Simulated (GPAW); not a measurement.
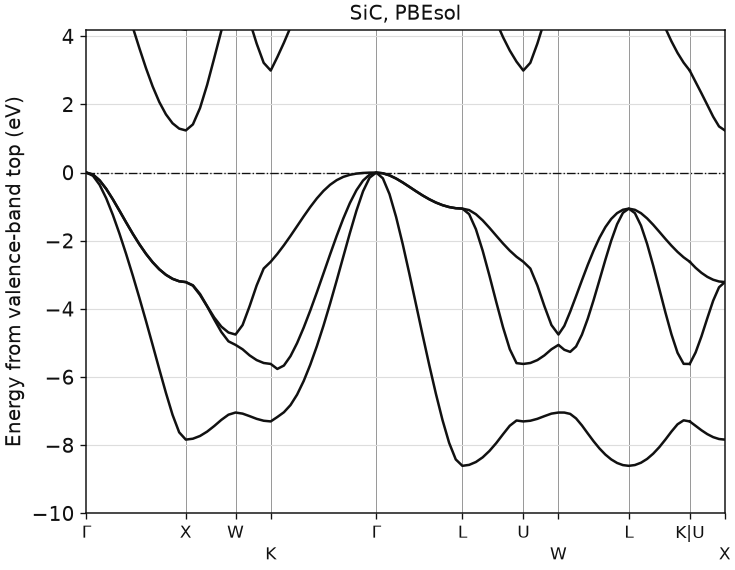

Band structure. Energies are counted from the top of the valence band.

Structure: zincblende SiC, space group F-43m, 2 atoms in the primitive cell; cubic a = 4.358 Å.

Method: PBEsol, PAW data sets generated in the run's folder for this functional, no spin polarisation, no spin-orbit coupling, 10×10×10 k mesh, 800 eV cutoff, Fermi-Dirac smearing of 0.05 eV (GPAW 26.7.0).

Read off the fundamental gap and say whether it is direct.

The bands leave a gap. The gap along this path is 1.24 eV and indirect, from the valence-band top at Γ to the conduction-band bottom at X; the smallest direct gap is 4.45 eV, at X.

How many bands meet at the valence-band top?

Three bands meet at the valence-band top at Γ: it is triply degenerate (spin aside).

What are the direct gaps at U, X and K?

The direct gaps are 5.61 eV at U, 4.45 eV at X and 5.61 eV at K.

LDA, GGA and most meta-GGA functionals understate gaps.
